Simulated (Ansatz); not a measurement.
Take the following structure.

```
Cr
1.0
     2.83073    0.00000    0.00000
     0.00000    2.83073    0.00000
     0.00000    0.00000    3.26579
Cr
2
Direct
  0.00000 0.00000 0.00000
  0.50000 0.50000 0.50000
```

> Give a crystallographic description of this input.

The element is chromium. The atoms follow space group I4/mmm (No. 139); the Bravais lattice is body-centred tetragonal. The cell holds two atoms. Each Cr has twelve Cr at 2.58 to 2.83 Å. The bonds build a three-dimensional framework.

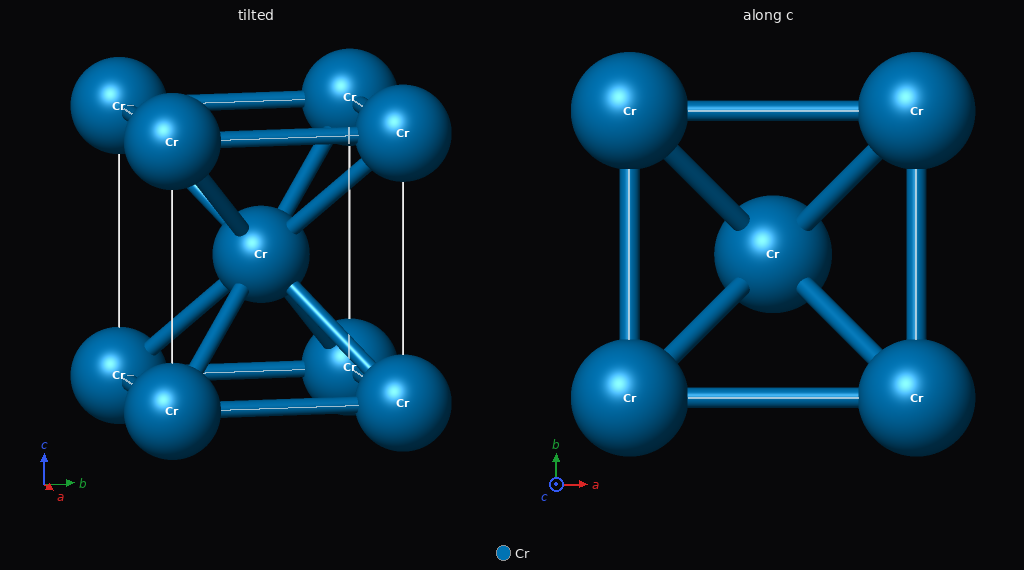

A ball-and-stick rendering, viewed slightly off an axis and along the c axis. Thin lines show the conventional unit cell, with boundary atoms drawn in all their periodic places. Colours: chromium blue.

It derives from a structure listed in the Materials Project. The cell was then strained or its atoms displaced on purpose. A calculation with Ansatz used it as input.
